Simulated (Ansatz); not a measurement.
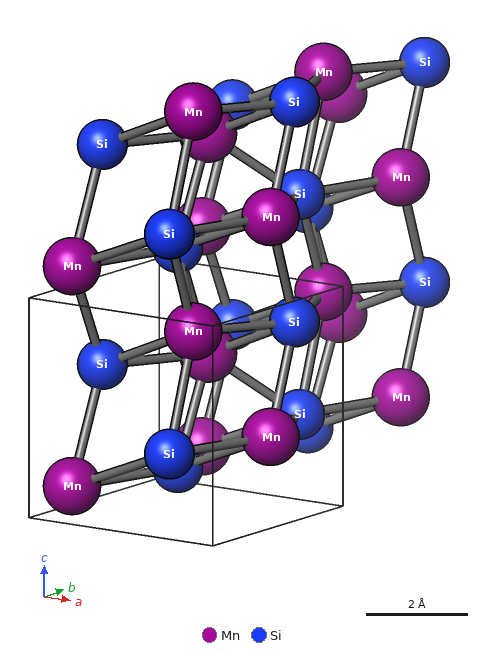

Reference structure: crystalline MnSi (set up in P2_13). The picture is a ball-and-stick view of the cell of the calculation, repeated 1 × 2 × 2 with one cell outlined, seen from a free direction.

Theory: DFT PBEsol, scalar-relativistic, plane waves, PAW (Ansatz 0.2.0). Settings: plane-wave cutoff 420 eV; k-point mesh 8 × 8 × 8; occupations gaussian; smearing width 0.1 eV; collinear spin.

Change: The volume is changed by +3.0 %. The atoms are relaxed in that cell.

> What does the calculation give for the changed structure?

Cell: a = b = c 4.471 → 4.515 Å (+1.0 %). Volume +3.0 %. The largest moves relative to the cell, 0.007 Å, are those of Mn atoms. Largest moves by element: Mn 0.007 Å, Si 0.003 Å. Among the bonded contacts that change: Mn–Si 2.496 → 2.527 Å, Mn–Si 2.351 → 2.370 Å, Mn–Si 2.259 → 2.277 Å. The space group stays P2_13 (No. 198). The energy rises by 6.4 meV per atom. Pressure: 0.0 GPa before, −6.1 GPa after. The absolute magnetisation per cell goes from 4.17 to 4.40 μB (net moment 3.68 and 3.85 μB).
